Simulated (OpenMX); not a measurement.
**Sc: 7 runs along one coordinate**

System: Sc (P6₃/mmc, 2 atoms in the cell).
Method: Kohn-Sham DFT of a periodic cell, PBE, OpenMX 2013 PBE set, no spin polarisation (OpenMX 3.8.5).

The 7 runs differ only in the geometry, by an even scaling of the cell at fixed fractional positions. The structure derives from an entry of the Crystallography Open Database.

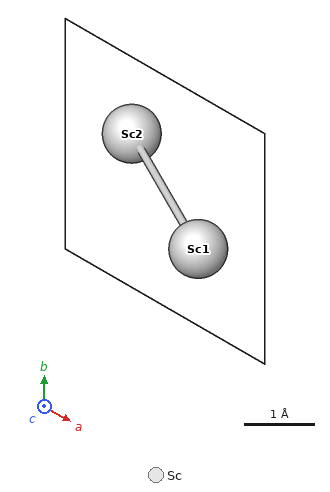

Figure 1. The structure of run 4 (ball-and-stick view of the cell of the calculation, along the c axis; atoms are numbered from 1 in the order of the input).

### Input of run 4
```
System.CurrrentDirectory             ./
System.Name                          Sc
DATA.PATH                            ./DFT_DATA13
level.of.stdout                      1
level.of.fileout                     0
Species.Number                       1
<Definition.of.Atomic.Species
  Sc  Sc7.0-s3p2d2           Sc_PBE13
Definition.of.Atomic.Species>

Atoms.Number                         2
Atoms.SpeciesAndCoordinates.Unit     FRAC
<Atoms.SpeciesAndCoordinates
    1  Sc    0.6666666667    0.3333333333    0.7500000000   5.500  5.500
    2  Sc    0.3333333333    0.6666666667    0.2500000000   5.500  5.500
Atoms.SpeciesAndCoordinates>

Atoms.UnitVectors.Unit               Ang
<Atoms.UnitVectors
     3.3090000000    0.0000000000    0.0000000000
    -1.6545000000    2.8656780611    0.0000000000
     0.0000000000    0.0000000000    5.2733000000
Atoms.UnitVectors>

scf.XcType                           GGA-PBE
scf.SpinPolarization                 off
scf.ElectronicTemperature            580.226
scf.energycutoff                     400.0
scf.maxIter                          100
scf.EigenvalueSolver                 band
scf.Kgrid                            9 9 5
scf.Mixing.Type                      rmm-diisk
scf.Init.Mixing.Weight               0.05
scf.Min.Mixing.Weight                0.001
scf.Max.Mixing.Weight                0.3
scf.Mixing.History                   25
scf.Mixing.StartPulay                8
scf.criterion                        1.0e-8
scf.stress.tensor                    on
MD.Type                              nomd
```

Command:
```bash
openmx Sc.dat -nt 1 > Sc.std
```

Run 2 has the same physical settings and fractional positions; its lattice vectors (Å) are:
```
   3.264278    0.000000    0.000000
  -1.632139    2.826948    0.000000
   0.000000    0.000000    5.202030
```

### Results, with one run withheld

```tsv
run	volume per atom (Å³)	free energy per atom, from the lowest run given (meV)
1	23.502	7.94
2	24.002	?
3	24.502	0.00
4	25.002	1.78
5	25.502	7.01
6	26.002	15.37
7	26.502	26.55
```

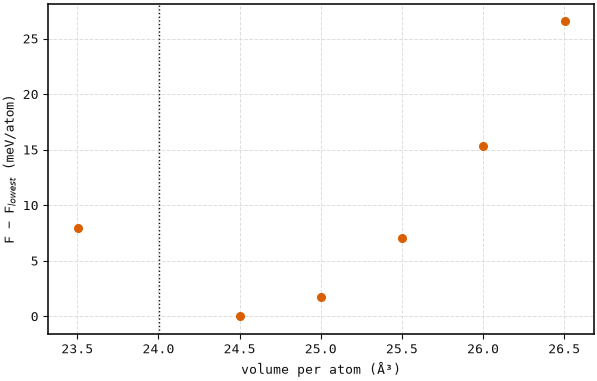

Figure 2. Free energy per atom of the runs given; the dotted line marks run 2.

What should run 2 give?

A cubic polynomial in V^(−2/3) (the Birch–Murnaghan form), fitted to the 6 runs given, misses them by at most 0.01 meV per atom. With x = V^(−2/3) − 0.11654 Å⁻², it reads F = 2.8658 − 2888.3 x + 7.2856e+05 x² − 1.7931e+06 x³ (meV per atom). At run 2 it gives 1.92 meV per atom, and the run itself gives 1.97. The fit has its minimum at 24.503 Å³ per atom, where V d²F/dV² gives 58.6 GPa. Cell shape and fractional positions are held, so this is the stiffness under even scaling; the relaxed bulk modulus wasn't computed.

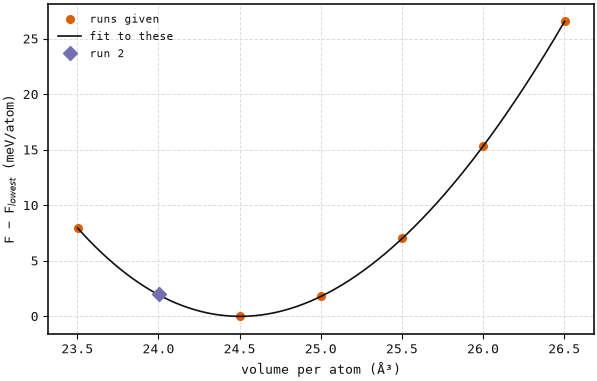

Figure 3. The fit and the withheld run.

### Some lines of the output (run 2)
```
[...]
  Cell_Volume =    323.947315663293 (Bohr^3)
        Total energy (Hartree) at MD = 1
   kloop=0
   kloop=1
   kloop=202
```

Notes: With a small basis of atomic orbitals these values can differ much from converged plane-wave results.
